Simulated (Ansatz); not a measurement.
Consider Ti₁₈C (cell with a defect).

Input file:

```
crystal:
  lattice:
    - [-2.2897681512, 3.9659947755, -5.6643452928]
    - [4.5795363024, 0.0, -5.6643452928]
    - [-2.2897681512, -3.9659947755, -5.6643452928]
  atoms:
    - { symbol: Ti, position: [0.1666666667, 0.1666666667, 0.1666666667] }
    - { symbol: Ti, position: [0.0, 0.0, 0.0] }
    - { symbol: Ti, position: [0.8333333333, 0.8333333333, 0.8333333333] }
    - { symbol: Ti, position: [0.6666666667, 0.6666666667, 0.6666666667] }
    - { symbol: Ti, position: [0.5, 0.5, 0.5] }
    - { symbol: Ti, position: [0.3333333333, 0.3333333333, 0.3333333333] }
    - { symbol: Ti, position: [0.0833333333, 0.75, 0.4166666667] }
    - { symbol: Ti, position: [0.9166666667, 0.5833333333, 0.25] }
    - { symbol: Ti, position: [0.75, 0.4166666667, 0.0833333333] }
    - { symbol: Ti, position: [0.5833333333, 0.25, 0.9166666667] }
    - { symbol: Ti, position: [0.4166666667, 0.0833333333, 0.75] }
    - { symbol: Ti, position: [0.25, 0.9166666667, 0.5833333333] }
    - { symbol: Ti, position: [0.75, 0.0833333333, 0.4166666667] }
    - { symbol: Ti, position: [0.5833333333, 0.9166666667, 0.25] }
    - { symbol: Ti, position: [0.4166666667, 0.75, 0.0833333333] }
    - { symbol: Ti, position: [0.25, 0.5833333333, 0.9166666667] }
    - { symbol: Ti, position: [0.0833333333, 0.4166666667, 0.75] }
    - { symbol: Ti, position: [0.9166666667, 0.25, 0.5833333333] }
    - { symbol: C, position: [0.097419302, 0.8371751844, 0.8187325775] }
basis:
  ecutwfc: 420
  xc_grid: 2
kpoints:
  mp_grid: { grid: [4, 4, 4], shift: [0.5, 0.5, 0.5] }
hamiltonian:
  xc: pbe
scf:
  occupations: { method: gaussian, width: 0.1 }
output:
  forces: true
  stress: false
  eigenvalues: true
  write_density: true
  write_potential: true
  elf: true
  volumetric_format: npy
relax:
  adjacent_minimum: "off"
  f_tol: 0.02
  max_steps: 60
```

Command:

```sh
ansatz run input.yaml --threads 4 --pin off --max-ram 8192MiB --backend cpu --events-out ev --progress --plain --runs-dir out
```

The fields are those of the relaxed geometry.

Computed without spin polarisation.

All numbers below come from DFT PBE, scalar-relativistic, plane waves, PAW in Ansatz.

Predict the valence pseudo-density and electron localisation function between the atoms.

Answer. Ti–C (2.10 Å): ρ is about 0.57 e/Å³ halfway; the ELF peaks at about 0.75 in the valence shell of C, 0.7 Å from its nucleus, and is about 0.25 at the midpoint.

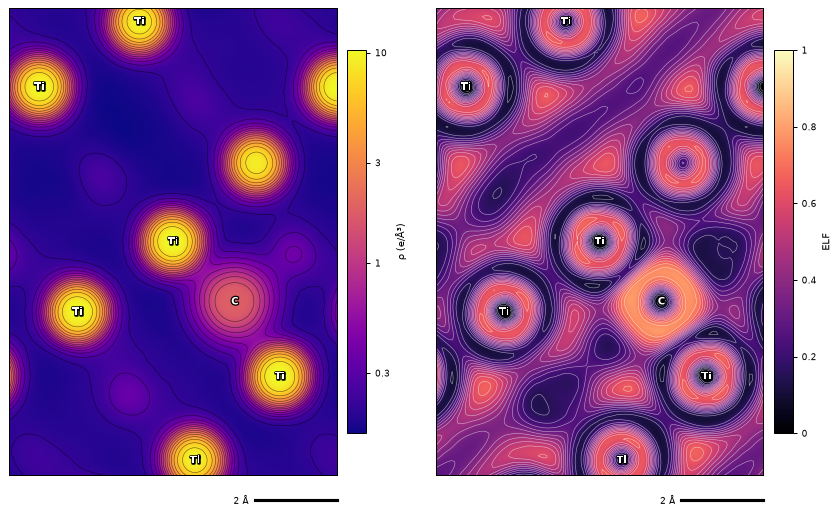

Computed valence pseudo-density and electron localisation function on the (101̄) plane of the calculation cell, in this order. Atoms just off the plane (Ti, 0.3 Å away) can leave unmarked features too.

In a PAW calculation such maps are meaningful between the atoms, not at the nuclei.
